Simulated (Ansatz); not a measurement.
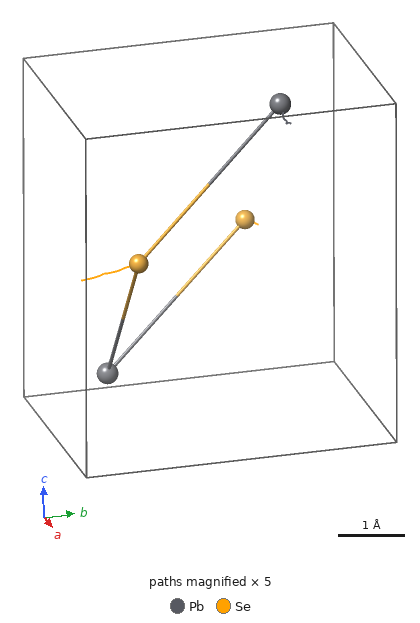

A Born-Oppenheimer molecular dynamics run of an amorphous cell of composition PbSe (4 atoms in the cell), 45 fs long. Lines trace each atom's path, in the colour of its element; spheres stand at the starting positions. The excursions are magnified 5 times. Seen slightly off an axis in the simulation cell.

Method: DFT, PAW plane waves, PBE (Ansatz). Run with plane-wave cutoff 420 eV; k-point mesh 3 × 3 × 3; Fermi-Dirac smearing 0.1 eV; Langevin thermostat and barostat (NPT); set temperature 1200 K; time step 1.5 fs; target pressure 0 GPa.

**What do the traces tell about the motion?**

In the second half of the run the atoms are, in the root-mean-square, this far from where they began (common drift taken out): Pb 0.12 Å, Se 0.10 Å. The run lasts only 45 fs, too short to tell vibration from diffusion.

Limits of the set-up: the k-point mesh is coarse for a cell with partly filled bands; the periodic images lie only 4.8 Å apart, so the values are limited by the cell's size.

The run took 2.7 min on 2 threads of Arm Neoverse N1, on a shared host, peak memory 0.42 GiB.
